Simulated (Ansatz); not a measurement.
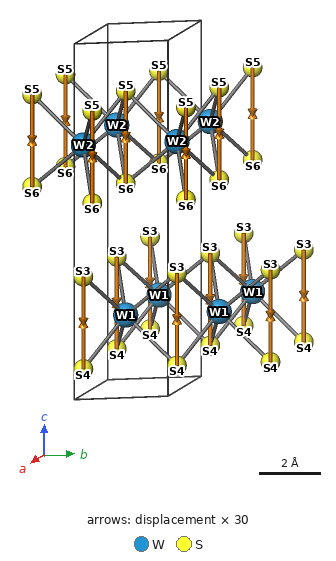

A relaxation of crystalline WS2 (built on the 2H (MoS2) bulk type). The starting structure is drawn; orange arrows show the displacements (the part carried along by the change of the cell is left out), 30 times their true length.

A ball-and-stick model of the cell of the calculation, repeated 2 × 2 × 1 with one cell outlined, seen slightly off an axis.

Method: Ansatz, DFT, r2SCAN+rVV10, plane waves, PAW. Set-up: plane-wave cutoff 500 eV; k-point mesh 12 × 12 × 2; occupations fermi dirac; smearing width 0.02 eV; no spin polarisation; cell and atoms relaxed; force threshold 0.005 eV/Å.

> What happened in the run?

Over 3 accepted moves (5 points after the start) the energy falls by 28.4 meV per cell of the calculation. The largest force component goes from 0.23 to under 0.0001 eV/Å. Pressure: 0.88 GPa at the start and 0.00 GPa at the end. The line search rejected the trial step at point 1 of the run. At 1 point the geometry stayed and the basis and grid were re-selected for the new cell (energy shift of 1.2 meV per cell of the calculation at most each time). The largest moves relative to the cell, 0.057 Å, are those of S3, S4, S5 and S6. S4 goes along +c. W stays in place. Cell: a = b 3.154 → 3.170 Å (+0.5 %), c 12.143 → 12.491 Å (+2.9 %). Volume +3.9 %. Near-neighbour distances that change, for instance: W1–W1 3.154 → 3.170 Å. The space group stays P6_3/mmc (No. 194). Cost: 62 s on 2 threads of AMD EPYC 7R13 Processor (Zen 3), on a shared host, peak memory 0.86 GiB.
